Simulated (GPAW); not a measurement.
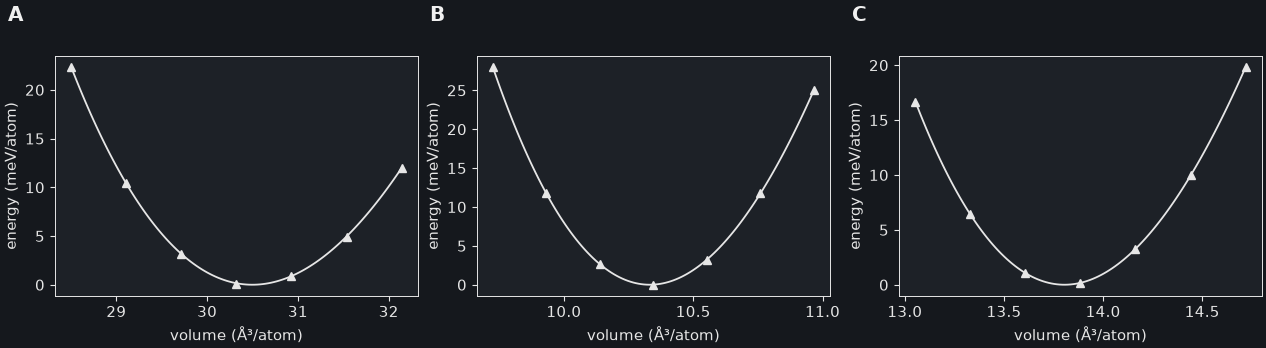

Each panel shows the energy against volume for one of these solids: CaO, Fm-3m (No. 225); Pb, Fm-3m (No. 225); SiC, F-43m (No. 216).

Method: PAW DFT in plane waves, on a grid or in atomic orbitals, no spin polarisation; energies at scaled volumes of the given cell, shape and fractions fixed, counted from the fit's minimum, third-order Birch-Murnaghan fit (GPAW 26.7.0). Level: r2SCAN with D4.

Match the panels to the solids.

A is Pb (energy from 0.13 meV/atom to 22.34 meV/atom, V0 30.5 Å³/atom, B0 48 GPa); B is SiC (energy from 0.03 meV/atom to 27.99 meV/atom, V0 10.33 Å³/atom, B0 228 GPa); C is CaO (energy from 0.17 meV/atom to 19.83 meV/atom, V0 13.8 Å³/atom, B0 118 GPa).

For Pb, limits of the calculation: spin-orbit coupling left out, heavy elements.
